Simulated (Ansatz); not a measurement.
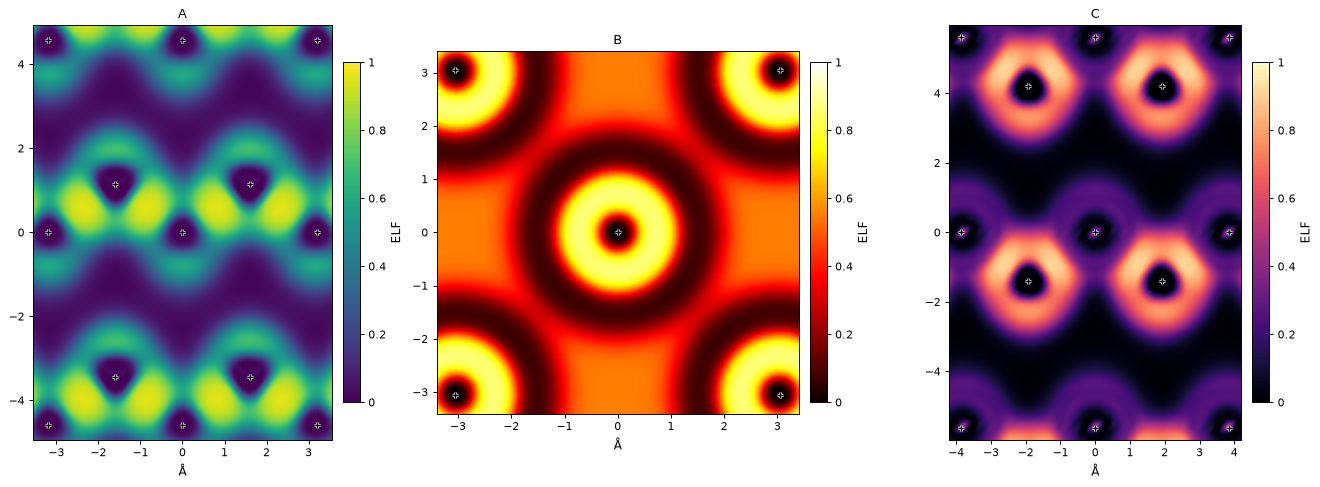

The ELF of 3 systems, each on a plane through atoms (crosses mark nuclei in the plane).

Level of theory: DFT, LDA, PAW with Ansatz's default frozen-core files, scalar-relativistic in Ansatz 0.2.0.

System 1: GaP, the (010) plane of the conventional cell. Space group I-4m2; changed on purpose from its base cell (zz strain of +3 %, PAW files); computed pressure about −5 GPa in this cell.

```yaml
crystal:
  lattice:
    - [2.72525, 2.72525, 0.00000]
    - [-2.72525, 2.72525, 0.00000]
    - [0.00000, 0.00000, 5.61402]
  atoms:
    - { symbol: Ga, position: [0.00000, 0.00000, 0.00000] }
    - { symbol: Ga, position: [0.50000, 0.50000, 0.50000] }
    - { symbol: P, position: [0.00000, 0.50000, 0.25000] }
    - { symbol: P, position: [0.50000, 0.00000, 0.75000] }
```

System 2: Sr, the (100) plane of the conventional cell. Space group Fm-3m.

System 3: BP, the (100) plane of the conventional cell. Space group I-4m2; changed on purpose from its base cell (zz strain of +1 %, PAW files); computed pressure about −7 GPa in this cell.

```yaml
crystal:
  lattice:
    - [2.26900, 2.26900, 0.00000]
    - [-2.26900, 2.26900, 0.00000]
    - [0.00000, 0.00000, 4.58338]
  atoms:
    - { symbol: B, position: [0.00000, 0.00000, 0.00000] }
    - { symbol: B, position: [0.50000, 0.50000, 0.50000] }
    - { symbol: P, position: [0.00000, 0.50000, 0.25000] }
    - { symbol: P, position: [0.50000, 0.00000, 0.75000] }
```

Which map belongs to which system?

Answer. Panel A is system 3, BP: the plane holds B and P. B–P (1.97 Å): the ELF peaks at about 0.95 between the atoms (localised, covalent bonding). Panel B is system 2, Sr: the plane holds Sr. Sr–Sr (4.32 Å): the ELF is about 0.30 at the midpoint (no localised pair shows between them). Panel C is system 1, GaP: the plane holds Ga and P. Ga–P (2.38 Å): the ELF peaks at about 0.90 in the valence shell of P, 0.9 Å from its nucleus, and is about 0.75 at the midpoint.
